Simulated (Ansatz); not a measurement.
PtSe2: several calculations on one system

### Relaxation

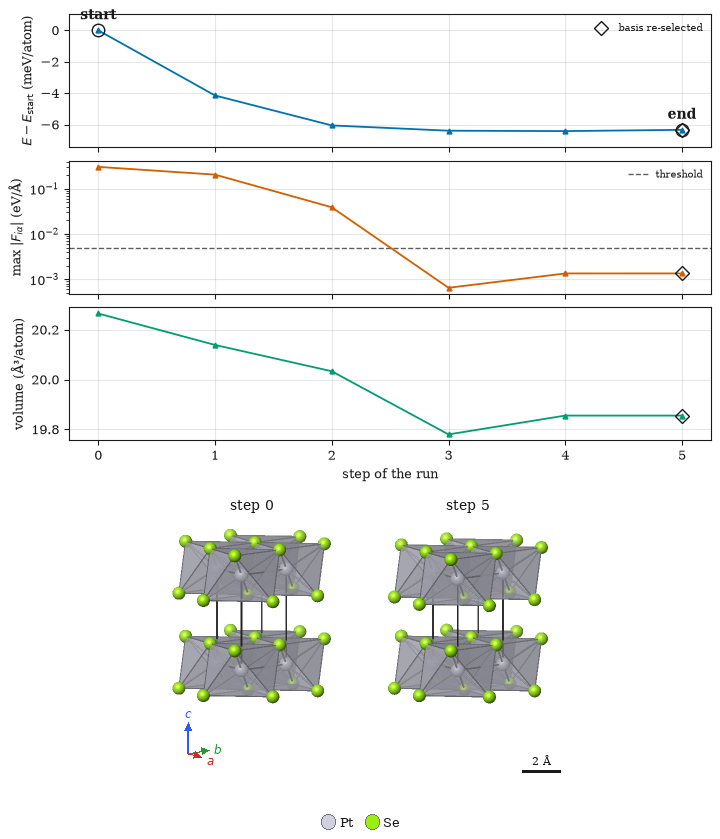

First and last geometry of a relaxation of a crystal of PtSe2 (set up in P-3m1), with the history of the run. A polyhedral model of the cell of the calculation, seen slightly off an axis.

Method: DFT PBEsol, scalar-relativistic, plane waves, PAW in Ansatz 0.2.0. Set-up: plane-wave cutoff 420 eV; k-point mesh 12 × 12 × 8; occupations gaussian; smearing width 0.1 eV; no spin polarisation; cell and atoms relaxed; force threshold 0.005 eV/Å; at most 80 steps.

What do the curves and the structures tell?

Answer. It converged. The largest moves relative to the cell, 0.052 Å, are those of Se atoms. Pt stays in place. The volume changes by −2.0 %, with a = b 3.724 → 3.761 Å (+1.0 %), c 5.062 → 4.863 Å (−3.9 %). Near-neighbour distances that change, for instance: Pt–Se 2.495 → 2.514 Å. The space group stays P-3m1 (No. 164). After 4 accepted moves (5 points after the start) the energy has fallen by 6.3 meV per atom. The largest force component goes from 0.3 to 0.0014 eV/Å. The pressure goes from 2.13 to −0.02 GPa. The SCF was repeated once at an unchanged geometry on a basis and grid sized afresh for the cell, which shifted the energy by 0.1 meV per atom at most. Cost: 35 s on 2 threads of Arm Neoverse V2 (shared host), peak memory 0.49 GiB.

Limits of the set-up: layers or molecules are held without a dispersion correction, so their spacing is unreliable.

### Relaxation

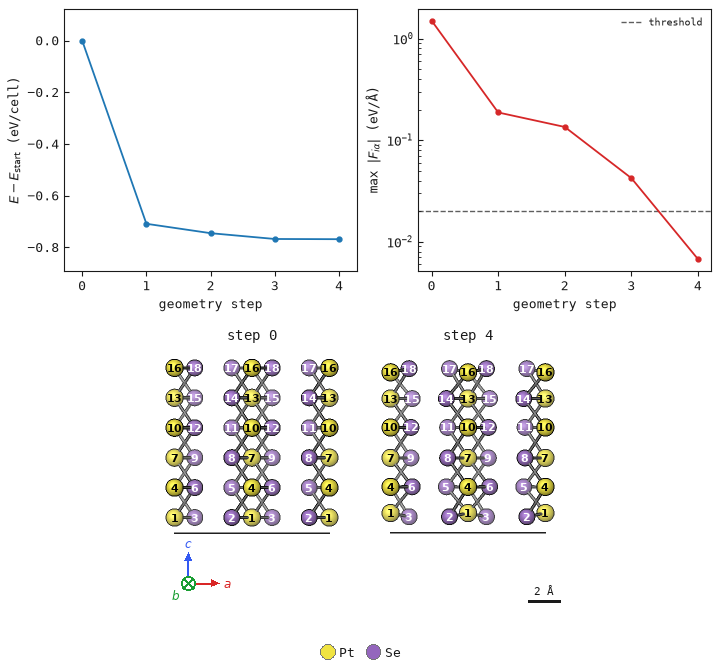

First and last geometry of a relaxation of a slab of composition PtSe2 (cut from the P-3m1 phase), with the history of the run. Style: ball-and-stick. Shown: the 2 × 1 repeat of the cell, outlined in the plane, without the vacuum, along the b axis.

Case: (1 1 0) slab, atoms relaxed. The slab is the (1 1 0) face of PtSe2.

Level of theory: Ansatz, DFT PBEsol, scalar-relativistic, plane waves, PAW. Settings: plane-wave cutoff 420 eV; k-point mesh 7 × 6 × 1; occupations gaussian; smearing width 0.1 eV; no spin polarisation; dipole correction; atoms relaxed in a fixed cell; force threshold 0.02 eV/Å; at most 60 steps.

Read the history and describe the run.

Answer. It converged. The largest moves relative to the layer's centre, 0.28 Å, are those of Pt1 and Pt16. Pt16 goes along the normal (−c). Largest moves by element: Pt 0.28 Å, Se 0.15 Å. The lattice vectors keep their values. Near-neighbour distances that change, for instance: Pt16–Se17 2.514 → 2.394 Å, Pt1–Se5 2.514 → 2.441 Å, Pt7–Se11 2.514 → 2.567 Å, Pt10–Se14 2.514 → 2.555 Å. Bond angles that change, for instance: Se5–Pt1–Se6 83.2° → 95.0°, Se2–Pt1–Se3 180.0° → 168.9°, Pt10–Se14–Pt16 96.8° → 87.8°. Over 4 geometry steps the energy falls by 0.769 eV per cell of the calculation. Largest force component: 1.5 eV/Å at the start, 0.0067 eV/Å at the end. The run took 23 min on 2 threads of Arm Neoverse V2, with other jobs on the host, peak memory 3.1 GiB.

```csv
step,"E − E(0), meV/atom","largest force component, eV/Å"
0,0.00,1.5009
1,-39.39,0.1873
2,-41.41,0.1348
3,-42.66,0.0422
4,-42.70,0.0067
```

### A change

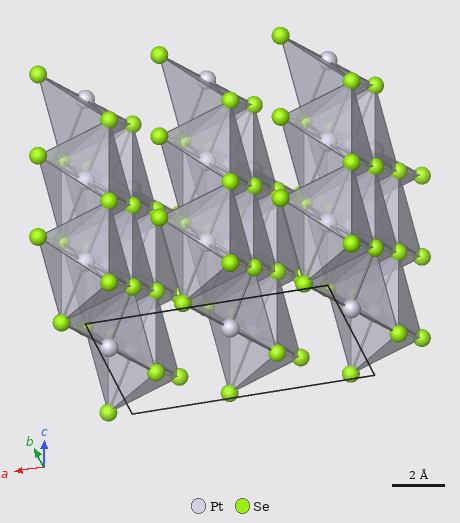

The starting point is a (1 1 0) slab of PtSe2 as cut from the relaxed bulk. A polyhedral model of the 2 × 1 repeat of the cell, outlined in the plane, without the vacuum, seen from a free direction.

Computed with DFT PBEsol, scalar-relativistic, plane waves, PAW (Ansatz 0.2.0). Set-up: plane-wave cutoff 420 eV; occupations gaussian; smearing width 0.1 eV; no spin polarisation. The k-mesh is chosen for each cell (7×6×18, 7×6×1).

The variant: The atoms of the slab are relaxed at the bulk's in-plane cell.

### Predict the response.

The surface energy (mean of the two faces) falls from 1.32 to 1.13 J/m². The top spacing, between the PtSe2 and PtSe2 planes, goes from 1.88 to 1.80 Å (−4.2 %), the bottom one (PtSe2 to PtSe2) from 1.88 to 1.80 Å (−4.2 %). The top plane rumples by 0.23 Å. The lattice vectors keep their values. The largest moves relative to the layer's centre, 0.28 Å, are those of Pt atoms. Largest moves by element: Pt 0.28 Å, Se 0.15 Å. Near-neighbour distances before and after: Pt–Se 2.514 → 2.394 to 2.567 Å.

The changed structure in the same view:

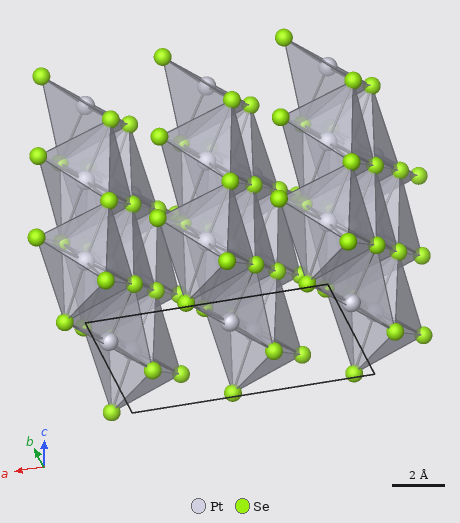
